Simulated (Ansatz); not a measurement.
# Calculations on WSe₂

### Relaxation

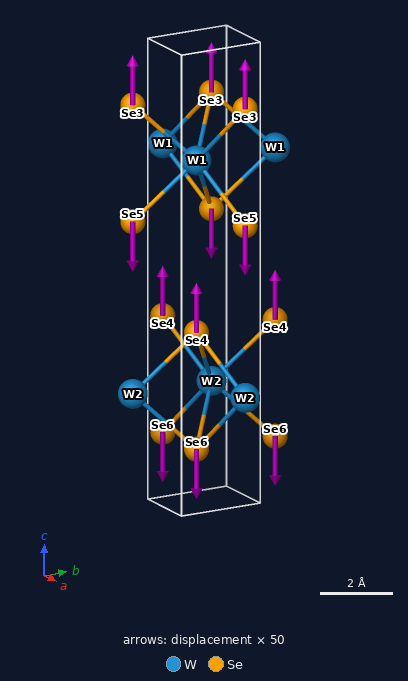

A relaxation of solid WSe$_{2}$ (set up in P6_3/mmc). The starting structure is drawn; purple arrows show the displacements, 50 times their true length.

A ball-and-stick model of the cell of the calculation, seen slightly off an axis.

Case: equal strain along all axes, cell held, atoms relaxed: -1.0 %.

Level of theory: Ansatz 0.2.0, DFT PBEsol, scalar-relativistic, plane waves, PAW. Set-up: plane-wave cutoff 420 eV; k-point mesh 12 × 12 × 2; occupations gaussian; smearing width 0.02 eV; no spin polarisation; atoms relaxed in a fixed cell; force threshold 0.008 eV/Å; at most 40 steps.

Q: Which element moves most?

A: Selenium: up to 0.028 Å, against 0.000 Å for tungsten.

Q: What happened in the run?

A: The energy falls by 5.0 meV per atom in 2 accepted moves (3 points after the start). The largest force component goes from 0.53 to under 0.0001 eV/Å. The line search rejected the trial step at point 1 of the run. The largest moves, 0.028 Å, are those of Se3, Se4, Se5 and Se6. Se4 goes along +c. W stays in place. The cell stays as it was. Among the contacts that change: W1–Se3 2.499 → 2.518 Å. The space group stays P6_3/mmc (No. 194).

### Relaxation

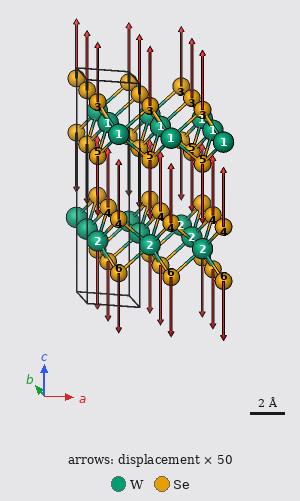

This is a relaxation of a crystal of WSe2 (set up in P6_3/mmc). The starting structure is drawn; red arrows show the displacements (the part carried along by the change of the cell is left out), 50 times their true length.

Style: ball-and-stick. Shown: the cell of the calculation, repeated 3 × 3 × 1 with one cell outlined, slightly off an axis.

These are results of DFT PBEsol, scalar-relativistic, plane waves, PAW in Ansatz 0.2.0, not measurements. Set-up: plane-wave cutoff 420 eV; k-point mesh 12 × 12 × 2; occupations gaussian; smearing width 0.02 eV; no spin polarisation; cell and atoms relaxed; force threshold 0.005 eV/Å; at most 80 steps.

Question: Atoms of which element are displaced furthest, and by how much?

Answer: Selenium: up to 0.074 Å, against 0.000 Å for tungsten.

Question: Describe the change and its energy.

Answer: The energy falls by 52.6 meV per cell of the calculation in 4 accepted moves (6 points after the start). The largest force component goes from 0.093 to 0.00039 eV/Å. The pressure goes from −2.80 to 0.00 GPa. The line search rejected the trial step at point 1 of the run. The SCF was repeated once at an unchanged geometry on a basis and grid sized afresh for the cell, which shifted the energy by 1.5 meV per cell of the calculation at most. The largest moves relative to the cell, 0.074 Å, are those of Se3, Se4, Se5 and Se6. Se4 goes along +c. W stays in place. The volume changes by −6.5 %, with a = b 3.320 → 3.271 Å (−1.5 %), c 13.737 → 13.224 Å (−3.7 %). Near-neighbour distances that change, for instance: W1–Se3 2.537 → 2.524 Å. The space group stays P6_3/mmc (No. 194).

### A change

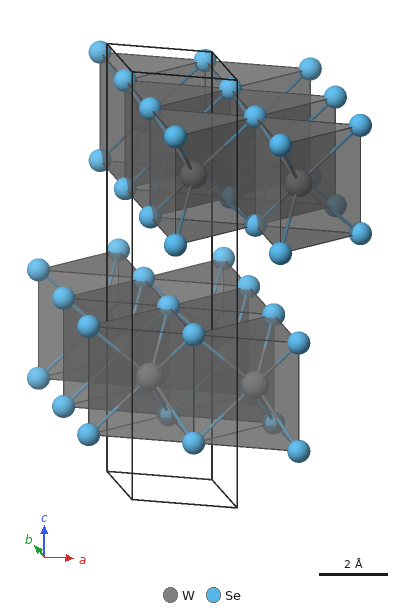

Reference structure: crystalline WSe2 (set up in P6_3/mmc). Style: polyhedral. Shown: the cell of the calculation, repeated 2 × 3 × 1 with one cell outlined, slightly off an axis.

Level of theory: DFT PBEsol, scalar-relativistic, plane waves, PAW (Ansatz 0.2.0). (plane-wave cutoff 420 eV; k-point mesh 12 × 12 × 2; occupations gaussian; smearing width 0.02 eV; no spin polarisation)

The variant: Equal strain along all axes, +3.0 %, is applied. The cell is then held and the atoms relaxed.

Predict the response.

It costs 26.9 meV per atom. The pressure goes from 0.0 to −4.2 GPa. The principal stresses (compression positive) are −0.6 GPa along c and −6.1 GPa across it. The volume changes by +9.3 %, with a = b 3.271 → 3.369 Å (+3.0 %), c 13.224 → 13.620 Å (+3.0 %). The largest moves relative to the cell, 0.085 Å, are those of Se atoms. W stays in place. Some distances before and after: Se–W 2.524 → 2.544 Å. The space group stays P6_3/mmc (No. 194).

The changed structure in the same view:

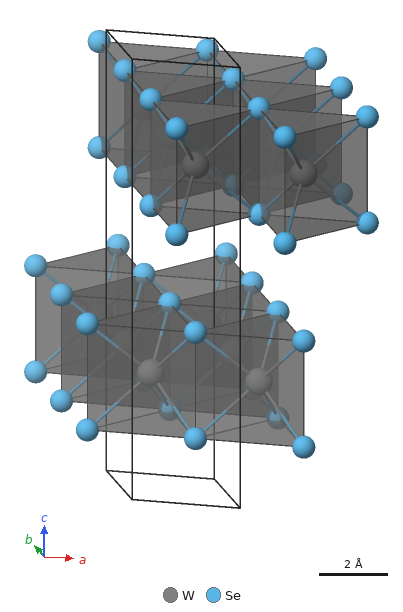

### Series

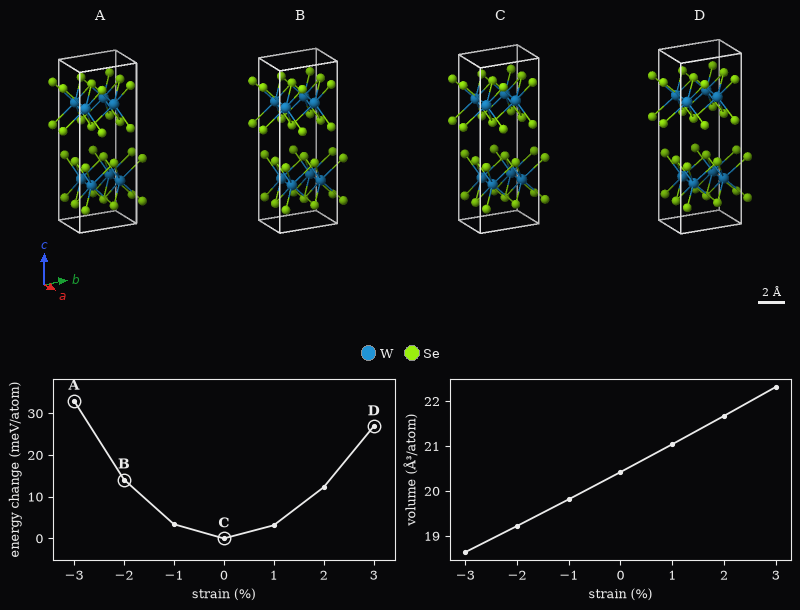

Members of a series of calculations on crystalline WSe2 (set up in P6_3/mmc), marked on the first curve. The picture is a ball-and-stick view of the cell of the calculation, repeated to show the pattern, seen slightly off an axis.

These are results of DFT PBEsol, scalar-relativistic, plane waves, PAW (Ansatz), not measurements. Set-up: plane-wave cutoff 420 eV; k-point mesh 12 × 12 × 2; occupations gaussian; smearing width 0.02 eV; no spin polarisation.

Question: Describe the series.

Answer: Equal strain along all axes, cell held, atoms relaxed. A (strain −3.0 %): energy change 33.0 meV/atom, volume 18.64 Å³ per atom. B (strain −2.0 %): energy change 14.1 meV/atom, volume 19.22 Å³ per atom. C (strain 0.0 %): energy change 0.0 meV/atom, volume 20.42 Å³ per atom. D (strain 3.0 %): energy change 26.9 meV/atom, volume 22.32 Å³ per atom. The rest compares A with D. Cell: a = b 6.346 → 6.738 Å (+6.2 %), c 12.827 → 13.620 Å (+6.2 %). Volume +19.7 %. Among the bonded contacts that change: Se–W 2.505 → 2.544 Å.
